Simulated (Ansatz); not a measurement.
System: ZnSe, space group F-43m (No. 216).

Input of the run:
```
crystal:
  lattice:
    - [0.0, 2.637086688, 2.637086688]
    - [2.637086688, 0.0, 2.637086688]
    - [2.637086688, 2.637086688, 0.0]
  atoms:
    - { symbol: Zn, position: [0.0, 0.0, 0.0] }
    - { symbol: Se, position: [0.75, 0.75, 0.75] }
basis:
  ecutwfc: 420
kpoints:
  mp_grid: { grid: [10, 10, 10] }
hamiltonian:
  xc: pbe
scf:
  occupations: { method: fixed }
output:
  eigenvalues: true
phonons:
  method: dfpt
  dielectric: true
  rigid_motions: translations
  eigenvectors: true
```

Launched with:
```bash
ansatz run input.yaml --threads 1 --pin off --max-ram 3072MiB --backend cpu --events-out ev --progress --plain --runs-dir out
```

Computed with Ansatz 0.2.0: optical phonons of an insulator on the approach to the zone centre along x, y and z with the field of polar modes, imaginary frequencies are negative, field response on a mesh refined by the program; plane waves with PAW datasets. Level: PBE, no spin polarisation.

```json
{"setting": "wave cutoff", "value": "420 eV"}
{"setting": "k mesh", "value": "10×10×10"}
{"setting": "occupations", "value": "fixed"}
{"setting": "pressure", "value": "25 GPa"}
```

Describe the result: the polar optical modes, transverse and longitudinal, approaching the zone centre along x.

The transverse (TO, twofold) lines lie at 290.6 and the longitudinal (LO) ones at 316.1 cm⁻¹, the same along x, y and z by the cubic symmetry.

```tsv
at	frequency (cm⁻¹)	degeneracy	dipole strength ((D/Å)²/amu)
x	290.6	2	3.76
x	316.1	1	1.88
```

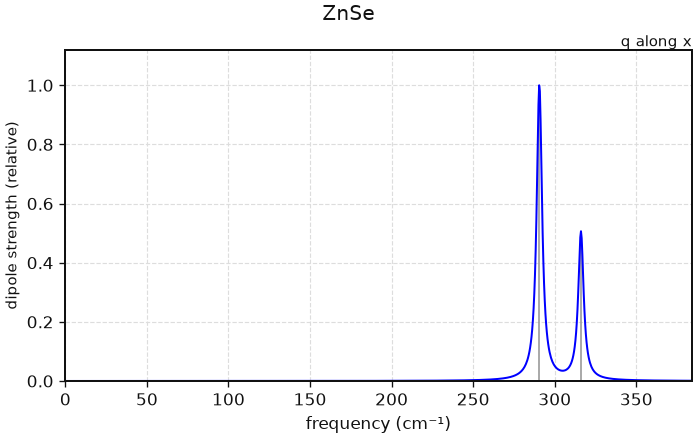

Lines are broadened by Lorentzians of 4 cm⁻¹ full width; the spectrum is scaled to its strongest line.

Caveats: field response not converged on the k mesh.
